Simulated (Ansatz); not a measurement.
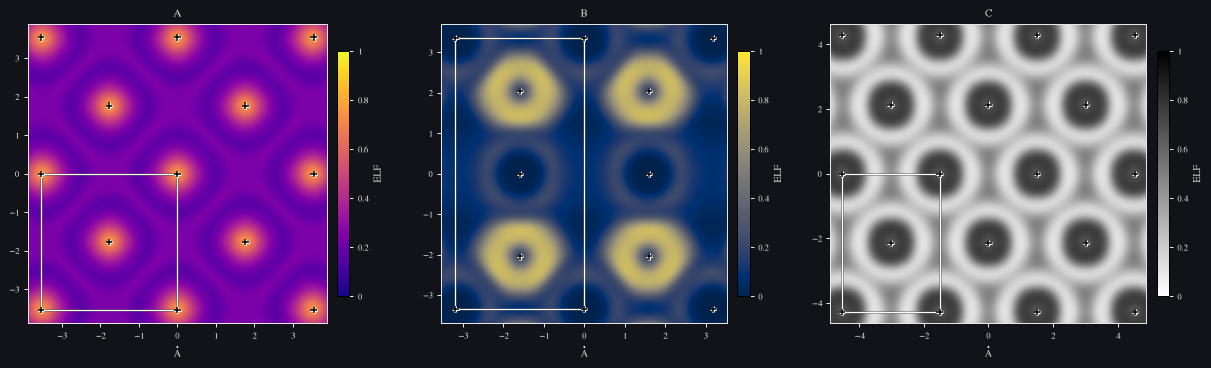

The ELF of 3 systems, each on a plane through atoms (crosses mark nuclei in the plane).

Level of theory: DFT, PBE, PAW, plane waves, scalar-relativistic (Ansatz 0.2.0).

System 1: V, the (011) plane of the conventional cell. Space group Im-3m; computed pressure about −5 GPa in this cell; the program warned that a starting moment wasn't kept; spin-polarised, but the moments vanished.

System 2: Ni, the (100) plane of the conventional cell. Space group Fm-3m; computed pressure about −3 GPa in this cell; the program warned that a starting moment wasn't kept; spin-polarised, but the moments vanished.

System 3: SnO₂, the (110) plane of the conventional cell. Space group P4₂/mnm; computed pressure about 11 GPa in this cell.

```cif
data_structure
_symmetry_space_group_name_H-M 'P 1'
_symmetry_Int_Tables_number 1
_cell_length_a 4.7374
_cell_length_b 4.7374
_cell_length_c 3.1864
_cell_angle_alpha 90.000
_cell_angle_beta 90.000
_cell_angle_gamma 90.000
_cell_volume 71.51
loop_
_atom_site_label
_atom_site_type_symbol
_atom_site_fract_x
_atom_site_fract_y
_atom_site_fract_z
_atom_site_occupancy
Sn1 Sn 0.00000 0.00000 0.00000 1
Sn2 Sn 0.50000 0.50000 0.50000 1
O1 O 0.30562 0.30562 0.00000 1
O2 O 0.19438 0.80562 0.50000 1
O3 O 0.69438 0.69438 0.00000 1
O4 O 0.80562 0.19438 0.50000 1
```

**Match each panel to its system.**

Panel A is system 2, Ni: the plane holds Ni. Ni–Ni (2.50 Å): the ELF is about 0.25 at the midpoint (no shared electron pair shows on this line). Panel B is system 3, SnO₂: the plane holds Sn and O. Sn–O (2.06 Å): the ELF peaks at about 0.80 in the valence shell of O, 0.6 Å from its nucleus, and is about 0.25 at the midpoint; no shared electron pair shows on this line. Panel C is system 1, V: the plane holds V. V–V (2.62 Å): the ELF is about 0.25 at the midpoint; no localised pair shows between them.
